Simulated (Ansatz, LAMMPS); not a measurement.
# Elastic response of glassy 68SiO2-14MgO-11ZnO-7BaO (mol %) (75 atoms): runs compared

Aim: relax glassy 68SiO2-14MgO-11ZnO-7BaO (mol %) (75 atoms), then change its volume and shape to read moduli from the stress.

Computed with Ansatz 0.2.0: Kohn-Sham DFT, PBE, PAW (set soft_2), plane waves.

## 1. The cell as built

The cell holds 75 atoms: 19 Si, 4 Mg, 3 Zn, 2 Ba and 47 O. Cell: a = 9.925 Å, b = 9.925 Å, c = 9.925 Å, α = 90.0°, β = 90.0°, γ = 90.0°. 75 atoms (19 Si, 4 Mg, 3 Zn, 2 Ba, 47 O) placed at random at 3.15 g/cm³, melted at 4000 K for 10 ps at fixed volume with the Morse and Coulomb pair potential with partial charges (Pedone, Malavasi, Menziani, Cormack and Segre, J. Phys. Chem. B 110, 11780 (2006)). Quenched from 4000 K to 300 K at 25 K/ps and fixed volume, held 5 ps, then minimised at fixed cell.

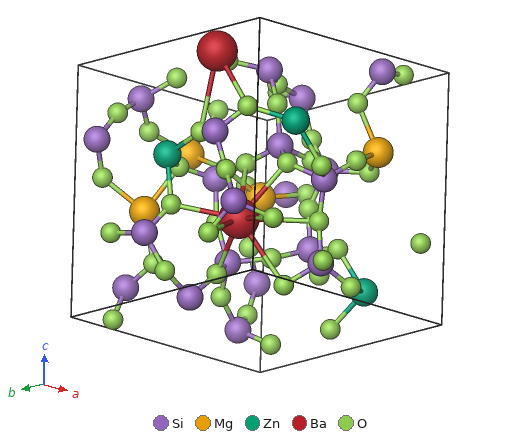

The cell as built. Bonds to atoms that aren't drawn are left out. Some periodic images of atoms are drawn too.

What the set-up can't give: The quench rate of 25 K/ps far exceeds what a furnace or splat quench reaches, so expect more defects and frozen-in strain than in a real sample. The network of bonds at the start is that of the classical potential that made the cell, and needn't be the one that DFT or experiment would give. The Brillouin zone is sampled at Γ only. No spin–orbit coupling is included, so levels derived from the heavy atoms are approximate.

## 2. The reference run

The reference is a single point at the end of the relaxation.

Every strained cell starts from the geometry of this run, and its atoms are relaxed with the cell held.

Its input, with most atom lines left out:

```yaml
crystal:
  lattice:
    - [9.99788, -0.06869, 0.15981]
    - [-0.06869, 10.12892, -0.00271]
    - [0.15981, -0.00271, 9.91515]
  atoms:
    - { symbol: Si, position: [0.04993, 0.65161, 0.28768] }
    - { symbol: Si, position: [0.73052, 0.81542, 0.07813] }
    - { symbol: Si, position: [0.00325, 0.87822, 0.68752] }
    - { symbol: Si, position: [0.26962, 0.98971, 0.17789] }
    - { symbol: Si, position: [0.77793, 0.43625, 0.64551] }
    - { symbol: Si, position: [0.22613, 0.89797, 0.90636] }
    - { symbol: Si, position: [0.44651, 0.41817, 0.96922] }
    [... atom lines 8 to 75 left out ...]
kpoints:
  mp_grid: { grid: [1, 1, 1] }
hamiltonian:
  xc: pbe
scf:
  occupations: { method: fixed }
output:
  forces: true
  stress: true
  populations: true
  dos:
    method: { smearing: { sigma: 0.08 } }
    de: 0.1
    projected: { site_lists: { Ba: [Ba], Mg: [Mg], O: [O], Si: [Si], Zn: [Zn] } }
  eigenvalues: true
  write_density: true
  write_potential: true
  volumetric_format: npy
```

```
free energy per atom   : -911.7483 eV/atom
r.m.s. force component : 0.01007 eV/Å
pressure               : -0.01166 GPa
```

Filled and empty levels are parted by 3.74 eV (at Γ alone); a semilocal functional tends to put such gaps too low. In a disordered cell it changes from sample to sample, and tail or defect levels can set it.

## 3. The runs

Each row is one run, on 4 threads of Intel Xeon Platinum 8488C (Sapphire Rapids), shared host. The free energy is the program's total, comparable only between runs with the same functional, potentials and atoms.

```csv
run,atoms,outcome,"ionic steps, all passes",free energy (eV),time,host memory (GiB)
Single point at the start,75,converged,-,-68377.454,5.8 s,1.3
Cell and atoms relaxed,75,converged,15,-68381.125,84 s,1.3
Single point at the relaxed geometry,75,converged,-,-68381.125,10 s,1.4
Volume -3 %,75,converged,8,-68380.964,84 s,1.4
Volume +3 %,75,converged,7,-68380.974,47 s,1.4
Volume -6 %,75,converged,15,-68380.613,92 s,1.3
Volume +6 %,75,converged,36,-68381.201,6.4 min,1.4
Volume -10 %,75,converged,14,-68379.383,91 s,1.3
Stretched by 1 % along x,75,converged,5,-68381.091,55 s,1.4
Compressed by 1 % along x,75,converged,5,-68381.097,34 s,1.4
Sheared by 2 % in xy,75,converged,5,-68381.073,37 s,1.4
```

In some runs the program notes that the SCF threshold is loose for the stress.

## 4. Pressure against volume

Atoms are relaxed at each volume, in the scaled cell.

| volume change (%) | volume (Å³/atom) | energy change (meV/atom) | pressure (GPa) | largest move on relaxing (Å) | bonds | gap (eV) |
| --- | --- | --- | --- | --- | --- | --- |
| -10 | 12.045 | 23.23 | 6.61 | 0.51 | 127 | 4.14 |
| -6 | 12.581 | 6.83 | 3.28 | 0.50 | 124 | 4.02 |
| -3 | 12.982 | 2.14 | 1.77 | 0.10 | 118 | 3.85 |
| +0 | 13.384 | 0.00 | -0.01 | - | 117 | 3.74 |
| +3 | 13.785 | 2.01 | -1.51 | 0.13 | 118 | 3.63 |
| +6 | 14.187 | -1.02 | -1.89 | 1.26 | 117 | 3.72 |

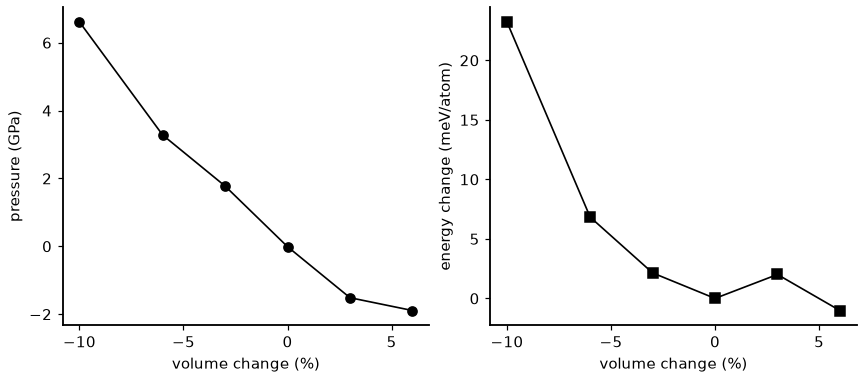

Pressure and energy against volume.

## 5. Uniaxial strain and shear

Stress (GPa, compression positive) less that of the relaxed cell, atoms relaxed:

```
                   strain      xx      yy      zz      xy  energy change (meV/atom)
 stretched by 1 % along x  -0.935  -0.276  -0.353  -0.006                      0.45
compressed by 1 % along x   0.966   0.383   0.429  -0.004                      0.38
     sheared by 2 % in xy  -0.017   0.048   0.045  -0.823                      0.70
```

## 6. What came out

The bulk modulus, from the slope of pressure against ln V over the three points nearest the relaxed volume, is 54.8 GPa; between neighbouring points the slope runs 77, 48, 59, 51 and 13 GPa from the smallest volume up, without a steady fall, so no pressure derivative is given. The count of bonds runs from 117 to 127 over the series, so at some points contacts cross the cutoffs. At -10 % and +6 % some atom moved by over 0.5 Å on relaxing, so those points may sit in another local minimum. At +6 % the energy lies below that of a less strained cell, so the structure found a lower minimum there. The gap goes from 4.14 eV at the smallest volume to 3.72 eV at the largest, -3.1 eV per unit of ln V by a straight line, not monotonically (lowest 3.63, highest 4.14 eV), on the run's k-points. In the Cartesian axes of the cell, finite differences give C11 = 95.1, C12 = 33.0, C13 = 39.1 and C66 = 41.1 GPa (the shear of 2 % is the engineering strain, εxy = 0.01). The mean of C11, C12 and C13, which equals the bulk modulus in a cubic or isotropic solid, is 55.7 GPa: it agrees with the bulk modulus within 10 %. For an isotropic solid C66 would equal (C11 − C12)/2 = 31.1 GPa; so small a sample needn't be isotropic, and C66 rests on one shear. With the bulk modulus and C66 as K and G, Young's modulus would be about 99 GPa and Poisson's ratio 0.20.

Caveats: Strains are finite and relaxations stop at the force tolerance of the input, which can leave moduli too stiff; they are those of a static cell at zero temperature. Volumes are changed with the cell's shape held, so in an anisotropic solid the modulus lies over the one under free hydrostatic load. The program notes that the SCF threshold of the relaxations is loose for the stress.

The DFT runs together took 15 min of wall time.

[Logs are printed without paths, hosts, clocks, repeated set-up lines and the standing remarks that a program may print on its own settings, such as how far it seeks lower states.]

[Hosts, paths, dates, database ids (printed as entryN), source tags and the programs' standing remarks are cut or masked in the printed files.]
